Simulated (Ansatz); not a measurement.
Ga8P8H (cell with a defect)

Input file:

```
crystal:
  lattice:
    - [0.0, 5.5051169748, -5.5051169748]
    - [5.5051169748, 5.5051169748, 0.0]
    - [5.5051169748, 0.0, -5.5051169748]
  atoms:
    - { symbol: Ga, position: [0.5, 0.5, 0.0] }
    - { symbol: Ga, position: [0.5, 0.0, 0.0] }
    - { symbol: Ga, position: [1.0, 0.5, 0.0] }
    - { symbol: Ga, position: [1.0, 0.0, 0.0] }
    - { symbol: Ga, position: [0.5, 0.5, 0.5] }
    - { symbol: Ga, position: [0.5, 0.0, 0.5] }
    - { symbol: Ga, position: [1.0, 0.5, 0.5] }
    - { symbol: Ga, position: [1.0, 0.0, 0.5] }
    - { symbol: P, position: [0.375, 0.375, 0.375] }
    - { symbol: P, position: [0.375, 0.875, 0.375] }
    - { symbol: P, position: [0.875, 0.375, 0.375] }
    - { symbol: P, position: [0.875, 0.875, 0.375] }
    - { symbol: P, position: [0.375, 0.375, 0.875] }
    - { symbol: P, position: [0.375, 0.875, 0.875] }
    - { symbol: P, position: [0.875, 0.375, 0.875] }
    - { symbol: P, position: [0.875, 0.875, 0.875] }
    - { symbol: H, position: [0.6368144425, 0.1218874721, 0.6213901368], spin: 1.0 }
basis:
  ecutwfc: 420
  xc_grid: 2
kpoints:
  mp_grid: { grid: [2, 2, 2], shift: [0.0, 0.0, 0.0] }
hamiltonian:
  xc: pbe
scf:
  occupations: { method: gaussian, width: 0.02 }
output:
  forces: true
  stress: false
  eigenvalues: true
  populations: true
  write_density: true
  write_potential: true
  elf: true
  volumetric_format: npy
magnetization:
  spin_polarized: true
relax:
  adjacent_minimum: "off"
  f_tol: 0.02
  max_steps: 60
```

Run with:

```sh
ansatz run input.yaml --threads 4 --pin off --max-ram 10240MiB --backend cpu --events-out ev --progress --plain --runs-dir out
```

The fields are those of the run's last geometry, not of the input's.

The SCF solution may not be the lowest one; the program warned that a starting moment wasn't kept; spin-polarised, but the moments vanished.

Level of theory: Ansatz 0.2.0, DFT PBE, scalar-relativistic, plane waves, PAW.

Question: What can the converged valence pseudo-density and electron localisation function tell about the bonding?

Answer: Ga–P (2.36 Å): the density is about 0.55 e/Å³ at the midpoint; the ELF peaks at about 0.90 in the valence shell of P, 0.9 Å from its nucleus, and is about 0.75 at the midpoint.
Ga–P (2.43 Å): ρ is about 0.49 e/Å³ halfway; the ELF peaks at about 0.90 in the valence shell of P, 0.9 Å from its nucleus, and is about 0.75 at the midpoint.

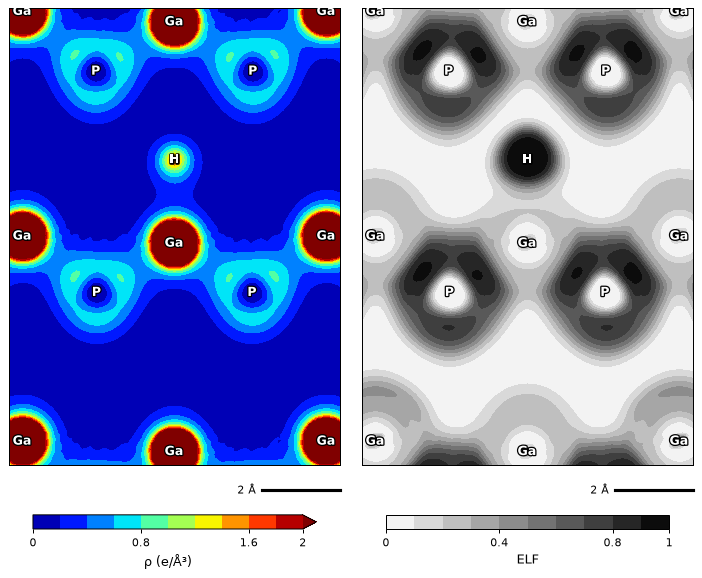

Computed valence pseudo-density and electron localisation function on the (011̄) plane of the calculation cell, in this order. 

The density is the valence pseudo-density of a PAW calculation; it isn't the true density close to the nuclei.
